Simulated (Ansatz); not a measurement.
# As: geometry relaxation

System: As (Pm-3m, 1 atom in the cell).
Method: DFT, PBE, PAW with Ansatz's default frozen-core files, scalar-relativistic, no spin polarisation (Ansatz 0.2.0).

The structure was built on a prototype by a generator; it need not be a known phase. It belongs to a series of runs on one base structure; here: sc relaxed, PAW files. Figures and captions count atoms from 1; the log counts them from 0 in places.

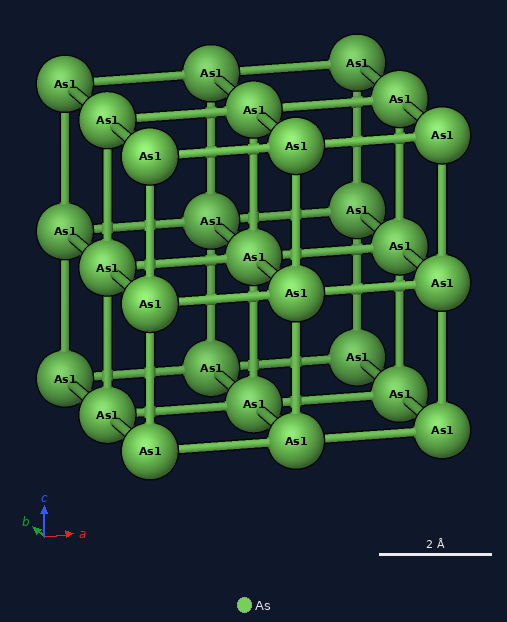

Figure 1. The structure as given in the input (ball-and-stick view of the cell of the calculation, repeated 2 × 2 × 2, seen slightly off an axis; atoms are numbered from 1 in the order of the input). Near neighbours in the crystal (not all of them lie inside the picture): As has 6 As at 2.74 Å.

**Key numbers**

- outcome: converged
- space group (tolerance 0.01 Å): Pm-3m (221)
- electrons treated: 15
- free energy: −4856.0186 eV
- Fermi energy: 11.255 eV
- pressure: −0.01 GPa
- final volume: 20.33 Å³
- largest force (length of the vector) at the end: under 0.001 eV/Å
- final cell: a = 2.729 Å, b = 2.729 Å, c = 2.729 Å, α = 90.00°, β = 90.00°, γ = 90.00°
- hardware: 1 thread of Arm Neoverse V1, 24 GiB of memory available, shared host
- wall time: 6.4 s
- peak memory: 0.31 GiB

**Input**
```yaml
crystal:
  lattice:
    - [2.7377415812, 0.0, 0.0]
    - [0.0, 2.7377415812, 0.0]
    - [0.0, 0.0, 2.7377415812]
  atoms:
    - { symbol: As, position: [0.0, 0.0, 0.0] }
kpoints:
  mp_grid: { grid: [15, 15, 15] }
scf:
  occupations: { method: fermi_dirac, width: 0.05 }
hamiltonian:
  xc: pbe
  pseudopotentials: { kind: paw }
output:
  forces: true
  stress: true
  write_density: true
  write_potential: true
  elf: true
  volumetric_format: npy
relax:
  f_tol: 0.005
  max_steps: 40
  cell: {}
```

Command:
```bash
ansatz run input.yaml --threads 1 --pin off --max-ram 3072MiB --backend cpu --events-out ev --progress --plain --runs-dir out
```

**Log**
```
Engine: ansatz 0.2.0, aarch64-unknown-linux-gnu
Pseudopotentials: kind: paw
Pseudopotential: As, paw, valence charge 15, recommended cutoff 420 eV (normal), As.paw.azcp
Functional definition: PBE
  parameter kappa = 0.804
  parameter beta = 0.06672455060314922
  exchange = pbe_x(kappa = kappa, mu = beta*pi^2/3)
  correlation = pbe_c(beta = beta)
Crystal: 1 atoms, lattice volume = 20.520 Å³
Basis set: ecut = 420 eV, 389 PW (Γ), exchange–correlation on 40×40×40 points (8 copies of the dense FFT grid, shifted against one another)
Bands: 12, of which v1, the nominal top of the filled ones, is band 8 counted from 1 (7 counted from 0)
Symmetry: 48 space group operations
Space group: Pm-3m (ITA 221), of the structure as read, at distance tolerance 2.7e-5 Å
k-points: 120 of 3375
Non-local potential: As, projectors of the file, l = 0: 2, l = 1: 2, l = 2: 3, l = 3: 1
PAW form: soft (Blöchl's): semilocal exchange-correlation on the pseudo side does not see the compensation charge
PAW one-centre angular grid: As, 590 points (default); XC on 64 Gauss nodes
Initial density: superposition of atomic densities (neutral atoms: chi_scale 0, normalization atom), corrected by the library's trained network
Initial wavefunctions: pseudopotential atomic-orbital guess
Functional: x = pbe(κ = 0.804, μ = 0.2195149727645171), c = pbe(β = 0.06672455060314922)
SCF iter   1: F=—  HF=-4856.018191 eV  |F-HF|=—  |Δ(HF+E_count)|=         —  Δρ=8.18e-4  dr2=1.46e-4  ethr=1.77e-3  ⟨swp⟩=5.4  Hψ=8655  notcnv=0
preconditioner: auto → none  [metal: Δε(μ)=0.047 eV  Ē_g=14.797 eV  σ=0.050 eV  W_gap=0.23  n_scr=6 (ndim 8)  ℏωp=18.3 eV  f_vac=0.002  D(μ)=0.54/eV (n_scr^D=0)  sad-step TF]
SCF iter   2: F=—  HF=-4856.018135 eV  |F-HF|=—  |Δ(HF+E_count)|=   5.62e-5  Δρ=4.72e-4  dr2=4.67e-5  ethr=9.71e-7  ⟨swp⟩=2.2  Hψ=2792  notcnv=0
SCF iter   3: F=—  HF=-4856.018185 eV  |F-HF|=—  |Δ(HF+E_count)|=   4.93e-5  Δρ=1.61e-4  dr2=7.34e-6  ethr=3.11e-7  ⟨swp⟩=2.0  Hψ=2284  notcnv=0
SCF iter   4: F=—  HF=-4856.018180 eV  |F-HF|=—  |Δ(HF+E_count)|=   4.87e-6  Δρ=7.11e-5  dr2=1.45e-6  ethr=4.90e-8  ⟨swp⟩=2.0  Hψ=2286  notcnv=0
iter 5 did not close the SCF: its close was put off for the readings that it lacked (scf_convergence_deferred on its scf_iter line)
SCF iter   5: F=-4856.018179 eV  HF=-4856.018179 eV  |F-HF|=6.86e-8  |Δ(HF+E_count)|=   8.54e-7  Δρ=1.62e-5  dr2=2.61e-8  ethr=9.69e-9  ⟨swp⟩=2.0  Hψ=2288  notcnv=0
SCF iter   6: F=-4856.018179 eV  HF=-4856.018179 eV  |F-HF|=2.79e-10  |Δ(HF+E_count)|=   9.31e-8  Δρ=9.14e-7  dr2=1.89e-10  ethr=1.74e-10  ⟨swp⟩=4.8  Hψ=7046  notcnv=0
SCF 1 converged in 6 iterations: F = -4856.018179 eV  dr2 = 1.89e-10
  greatest PAW one-centre occupation: 0.999 electrons in one spin orbital (limit 2), on the As atom at site 0 (counted from 0), in its partial waves of l = 2
relax step   1: F+E_penalty+E_count = -4856.01817898 eV  Δ(F+E_penalty+E_count) = +0.000e0 eV  max|allowed force component| = 0.000e0 eV/Å  Δτ_max = 0.0000 Å  P = -0.737 GPa  Ω = 20.520 Å³  (6 SCF iters, dr2 threshold 1.00e-7 eV, accepted)
Crystal: 1 atoms, lattice volume = 20.243 Å³
Initial density: handed on by an earlier stage of this run
Initial wavefunctions: those handed on with the density
iter 1 solved again at ethr=2.58e-7 eV; its pass at ethr=3.10e-3 eV (dr2=3.86e-5 eV) is discarded
SCF iter   1: F=—  HF=-4856.018581 eV  |F-HF|=—  |Δ(HF+E_count)|=         —  Δρ=3.98e-4  dr2=3.64e-5  ethr=2.58e-7  ⟨swp⟩=2.0  Hψ=10573  notcnv=0
preconditioner: auto → none  [metal: Δε(μ)=0.047 eV  Ē_g=14.898 eV  σ=0.050 eV  W_gap=0.22  n_scr=6 (ndim 8)  ℏωp=18.5 eV  f_vac=0.000  D(μ)=0.55/eV (n_scr^D=0)]
SCF iter   2: F=—  HF=-4856.018589 eV  |F-HF|=—  |Δ(HF+E_count)|=   8.60e-6  Δρ=2.01e-4  dr2=8.13e-6  ethr=2.43e-7  ⟨swp⟩=1.3  Hψ=1557  notcnv=0
SCF iter   3: F=—  HF=-4856.018592 eV  |F-HF|=—  |Δ(HF+E_count)|=   2.94e-6  Δρ=2.88e-5  dr2=1.39e-7  ethr=5.42e-8  ⟨swp⟩=2.1  Hψ=2176  notcnv=0
SCF iter   4: F=-4856.018592 eV  HF=-4856.018592 eV  |F-HF|=4.28e-9  |Δ(HF+E_count)|=   1.70e-7  Δρ=8.48e-6  dr2=6.51e-9  ethr=6.67e-10  ⟨swp⟩=6.9  Hψ=7158  notcnv=0
SCF 2 converged in 4 iterations: F = -4856.018592 eV  dr2 = 6.51e-9
relax step   2: F+E_penalty+E_count = -4856.01859198 eV  Δ(F+E_penalty+E_count) = -4.130e-4 eV  max|allowed force component| = 0.000e0 eV/Å  Δτ_max = 0.0000 Å  P = +0.318 GPa  Ω = 20.243 Å³  energy of the carried Pulay correction = +4.066e-5 eV  (4 SCF iters, dr2 threshold 1.00e-7 eV, accepted)
Crystal: 1 atoms, lattice volume = 20.326 Å³
iter 1 solved again at ethr=2.36e-8 eV; its pass at ethr=3.10e-3 eV (dr2=3.54e-6 eV) is discarded
SCF iter   1: F=—  HF=-4856.018654 eV  |F-HF|=—  |Δ(HF+E_count)|=         —  Δρ=1.18e-4  dr2=3.31e-6  ethr=2.36e-8  ⟨swp⟩=2.0  Hψ=10235  notcnv=0
preconditioner: auto → none  [metal: Δε(μ)=0.047 eV  Ē_g=14.867 eV  σ=0.050 eV  W_gap=0.22  n_scr=6 (ndim 8)  ℏωp=18.4 eV  f_vac=0.001  D(μ)=0.55/eV (n_scr^D=0)]
SCF iter   2: F=—  HF=-4856.018660 eV  |F-HF|=—  |Δ(HF+E_count)|=   5.57e-6  Δρ=5.91e-5  dr2=7.22e-7  ethr=2.20e-8  ⟨swp⟩=1.3  Hψ=1549  notcnv=0
SCF iter   3: F=-4856.018660 eV  HF=-4856.018660 eV  |F-HF|=3.51e-8  |Δ(HF+E_count)|=   2.31e-7  Δρ=8.46e-6  dr2=1.21e-8  ethr=6.67e-10  ⟨swp⟩=5.0  Hψ=7477  notcnv=0
SCF 3 converged in 3 iterations: F = -4856.018660 eV  dr2 = 1.21e-8
relax step   3: F+E_penalty+E_count = -4856.01866013 eV  Δ(F+E_penalty+E_count) = -6.815e-5 eV  max|allowed force component| = 0.000e0 eV/Å  Δτ_max = 0.0000 Å  P = -0.005 GPa  Ω = 20.326 Å³  energy of the carried Pulay correction = +2.846e-5 eV  (3 SCF iters, dr2 threshold 1.00e-7 eV, accepted)
Initial wavefunctions: pseudopotential atomic-orbital guess (no wavefunctions were taken with the density)
iter 1 solved again at ethr=2.54e-8 eV; its pass at ethr=3.10e-3 eV (dr2=3.81e-6 eV) is discarded
SCF iter   1: F=—  HF=-4856.018626 eV  |F-HF|=—  |Δ(HF+E_count)|=         —  Δρ=1.19e-5  dr2=1.77e-8  ethr=2.54e-8  ⟨swp⟩=2.8  Hψ=12324  notcnv=0
SCF iter   2: F=—  HF=-4856.018631 eV  |F-HF|=—  |Δ(HF+E_count)|=   4.99e-6  Δρ=5.60e-6  dr2=2.93e-9  ethr=1.18e-10  ⟨swp⟩=2.0  Hψ=2250  notcnv=0
SCF iter   3: F=—  HF=-4856.018631 eV  |F-HF|=—  |Δ(HF+E_count)|=   3.60e-9  Δρ=1.76e-6  dr2=2.69e-10  ethr=1.95e-11  ⟨swp⟩=2.0  Hψ=1733  notcnv=0
SCF iter   4: F=-4856.018631 eV  HF=-4856.018631 eV  |F-HF|=1.82e-12  |Δ(HF+E_count)|=  3.19e-10  Δρ=1.80e-7  dr2=3.34e-12  ethr=1.00e-12  ⟨swp⟩=3.3  Hψ=6056  notcnv=0
SCF 4 converged in 4 iterations: F = -4856.018631 eV  dr2 = 3.34e-12
relax step   4: F+E_penalty+E_count = -4856.01863090 eV  Δ(F+E_penalty+E_count) = +2.924e-5 eV  max|allowed force component| = 0.000e0 eV/Å  Δτ_max = 0.0000 Å  P = -0.005 GPa  Ω = 20.326 Å³  stress off target by 5.08e-3 GPa  SCF on the basis re-selected at this cell (its energy is not comparable with the rows above)  (4 SCF iters)
```

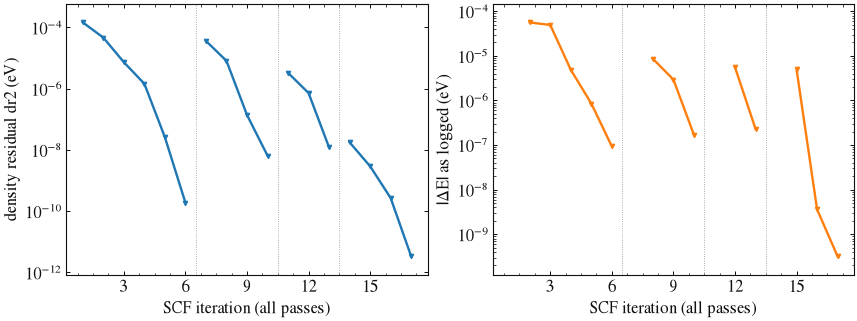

Figure 2. Convergence of the self-consistent field: density residual dr2 and size of the energy change against the SCF iteration. The dotted lines part the SCF passes of the relaxation: geometry steps, rejected trials and re-solves on a re-selected basis. The passes take 6, 4, 3 and 4 iterations.

```
basis re-selected at this cell: Δ(F+E_penalty+E_count) = +2.924e-5 eV, ΔP = -0.000 GPa vs the last step (what re-selecting the basis moved, of the pressure what is left beyond the Pulay correction that the steps carried, after the strain that the cell walked since its last selection, with what the two solves' SCF thresholds leave and, on support functions, any second-order correction that the steps lacked; it is no measure of the basis error at this ecutwfc). This SCF's stress stands 5.08e-3 GPa from its target on what of the cell is left free (relax.cell.stress_tol is 5.00e-2 GPa) and its largest allowed force component is 0.00e0 eV/Å (relax.f_tol is 5.00e-3 eV/Å): within both
SCF converged after 4 iterations
Free energy (F): -4856.018631 eV
Harris-Foulkes:  -4856.018631 eV  (|F-HF|=1.82e-12)
Internal energy: -4856.014371 eV  (E = F + TS)
E sigma→0 (E₀):  -4856.016501 eV
Entropy (-TS):   -0.004260 eV (-4.260 meV/atom)
Fermi energy:    11.255253 eV
--- Per-component energies (eV) ---
  E_band       = -221.407242
  E_kinetic    = 102.261450
  E_local      = -1572.502176  (includes V_loc(G=0)·N_el)
  E_nonlocal   = -670.626886
  E_hartree    = 882.964801
  E_xc         = -79.179649
  E_vxc        = -79.185882  (∫ρ·V_xc dr)
  E_paw        = -1834.736777  (= ΣΔE_a)
  E_vpaw       = 232.716675  (= ΣTr[D̂ρ^β])
  E_aug_tail   = 0.000007  (compensation charges beyond the density's cutoff)
  E_ewald      = -1684.195142
  E_smearing   = -0.004260  (= −TS)
  E_closure    = -0.000000  (closes the sum)
  Σ components = -4856.018631   (vs F -4856.018631, Δ=0.00e0)
--- Forces (eV/Å), atoms counted from 1 ---
  atom   1  As     0.00000000     0.00000000     0.00000000
  max |Σ_I F_I| component: 2.47e-32 eV/Å
--- Stress (GPa, compression-positive) ---
       -0.005083      -0.000000       0.000000
       -0.000000      -0.005083       0.000000
        0.000000       0.000000      -0.005083
  P = ⅓ Tr σ = -0.0051 GPa (-0.051 kbar)
--- Band table (eV; the first three rows and the last of 120) ---
  k-point 0: bands = ["-24.7773", "-24.7773", "-24.6835", "-24.6835", "-24.6835", "-3.5095", "15.2685", "15.2685", "15.2685", "19.7916", "19.7916", "21.5380"]
  k-point 1: bands = ["-24.7772", "-24.7737", "-24.6846", "-24.6846", "-24.6834", "-3.4298", "14.2266", "15.3384", "15.3384", "19.8650", "20.5324", "22.0647"]
  k-point 2: bands = ["-24.7767", "-24.7635", "-24.6875", "-24.6875", "-24.6832", "-3.1923", "12.3002", "15.5436", "15.5436", "20.0834", "21.1711", "24.0119"]
  k-point 119: bands = ["-24.7336", "-24.7335", "-24.7335", "-24.6458", "-24.6458", "5.7824", "9.4569", "9.4569", "9.6243", "17.2145", "17.3746", "17.3746"]
--- Relaxed structure (3 steps of the walk, 3 accepted, 1 SCFs on fresh bases) ---
  F+E_penalty+E_count = -4856.01863090 eV   max|allowed force component| = 0.000e0 eV/Å   (the final SCF, on the basis selected at the relaxed cell)
  cell:  # Å, volume = 20.3259 Å³
    - [2.72908325231361, 6.419766481290786e-35, -1.925929944387236e-34]
    - [-1.6049416203226962e-34, 2.72908325231361, 0.0]
    - [-4.49383653690355e-34, 0.0, 2.72908325231361]
  atoms:
    - { symbol: As, position: [0.0, 0.0, 0.0] }
```

**File rho_z.tsv**
```
# z_ang	rho[e/angstrom^3]
# format = ansatz-planar-average/11
# lattice	2.729083252	0.000000000	-0.000000000
# lattice	-0.000000000	2.729083252	0.000000000
# lattice	-0.000000000	0.000000000	2.729083252
# sites	1
# site	33	0.000000000	0.000000000	0.000000000
0.000000	2.341400e0
0.136454	2.091349e0
0.272908	1.513340e0
0.409362	9.357148e-1
0.545817	5.479454e-1
0.682271	3.434372e-1
0.818725	2.426695e-1
0.955179	1.869578e-1
1.091633	1.521885e-1
1.228087	1.324097e-1
1.364542	1.260503e-1
1.500996	1.324097e-1
1.637450	1.521885e-1
1.773904	1.869578e-1
1.910358	2.426695e-1
2.046812	3.434372e-1
2.183267	5.479454e-1
2.319721	9.357148e-1
2.456175	1.513340e0
2.592629	2.091349e0
```

**File v_z.tsv**
```
# z_ang	v_es[eV]	v_tot[eV]
# format = ansatz-planar-average/11
# xc	pbe
# density_cutoff_ev	1680
# datasets	As=:simpson_from_first_knot:soft
# lattice	2.729083252	0.000000000	-0.000000000
# lattice	-0.000000000	2.729083252	0.000000000
# lattice	-0.000000000	0.000000000	2.729083252
# sites	1
# site	33	0.000000000	0.000000000	0.000000000
0.000000	6.971648e0	-6.000790e0
0.136454	6.745371e0	-6.110796e0
0.272908	6.220059e0	-6.276418e0
0.409362	5.802278e0	-6.100966e0
0.545817	5.991619e0	-5.143961e0
0.682271	7.119603e0	-3.205894e0
0.818725	9.023506e0	-5.103427e-1
0.955179	1.098999e1	2.196283e0
1.091633	1.232401e1	4.095988e0
1.228087	1.298982e1	5.025043e0
1.364542	1.320406e1	5.277567e0
1.500996	1.298982e1	5.025043e0
1.637450	1.232401e1	4.095988e0
1.773904	1.098999e1	2.196283e0
1.910358	9.023506e0	-5.103427e-1
2.046812	7.119603e0	-3.205894e0
2.183267	5.991619e0	-5.143961e0
2.319721	5.802278e0	-6.100966e0
2.456175	6.220059e0	-6.276418e0
2.592629	6.745371e0	-6.110796e0
```

**Trajectory as extended XYZ (Å, eV, eV/Å), 4 frames, from step=1 to step=4**
```
1
Lattice="2.7377 0.0000 0.0000 0.0000 2.7377 0.0000 0.0000 0.0000 2.7377" Properties=species:S:1:pos:R:3:forces:R:3 step=1 energy=-4856.01818 pressure_GPa=-0.74
As    0.0000    0.0000    0.0000    0.0000   0.0000   0.0000
1
Lattice="2.7254 0.0000 0.0000 0.0000 2.7254 0.0000 0.0000 0.0000 2.7254" Properties=species:S:1:pos:R:3:forces:R:3 step=2 energy=-4856.01859 pressure_GPa=0.32
As    0.0000    0.0000    0.0000    0.0000   0.0000   0.0000
1
Lattice="2.7291 0.0000 0.0000 0.0000 2.7291 0.0000 0.0000 0.0000 2.7291" Properties=species:S:1:pos:R:3:forces:R:3 step=3 energy=-4856.01866 pressure_GPa=-0.00
As    0.0000    0.0000    0.0000    0.0000   0.0000   0.0000
1
Lattice="2.7291 0.0000 0.0000 0.0000 2.7291 0.0000 0.0000 0.0000 2.7291" Properties=species:S:1:pos:R:3:forces:R:3 step=4 energy=-4856.01863 pressure_GPa=-0.01
As    0.0000    0.0000    0.0000    0.0000   0.0000   0.0000
```

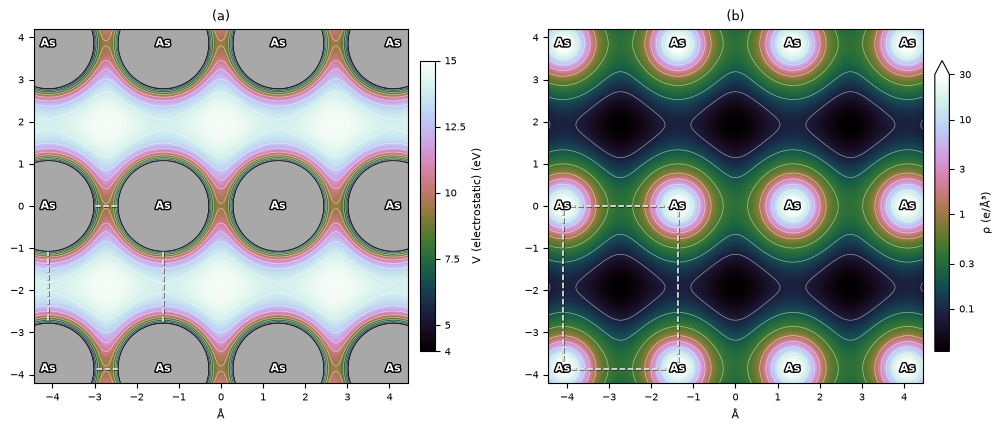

Figure 3. (a) electrostatic potential energy of an electron; (b) valence pseudo-density on the (101) plane of the conventional cell. Grey discs, where drawn, cover atomic cores. Atoms in the plane: As. As–As (2.73 Å): ρ at the midpoint is about 0.34 e/Å³. Away from the nuclei the density in this plane falls to 0.04 e/Å³ at its lowest. Outside the cores the potential energy rises away from the atoms and is highest about 2.3 Å from the nearest atoms; outside the discs it spans about 10 eV, and its zero is arbitrary. Core electrons are frozen (PAW), so the fields are smoothed inside the atomic spheres.

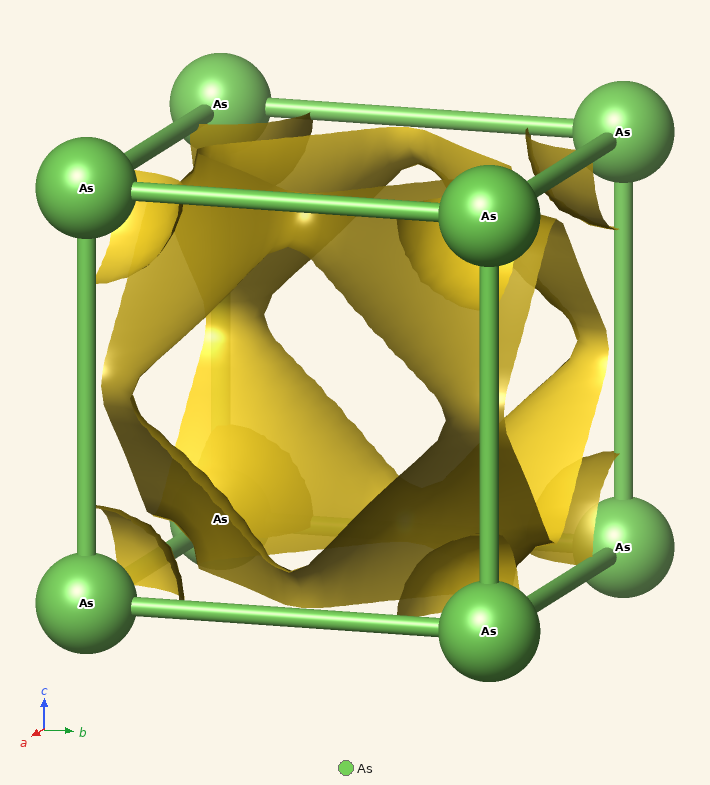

Figure 4. Isosurface of the electron localisation function at 0.55 (yellow), seen slightly off an axis. Only the valence region is drawn (cores and ρ < 0.01 e/Å³ removed). Sticks mark near contacts. The outline is the cell set on symmetry axes. Profiles from the grid: As–As (2.73 Å): the ELF peaks at about 0.65 between the atoms.
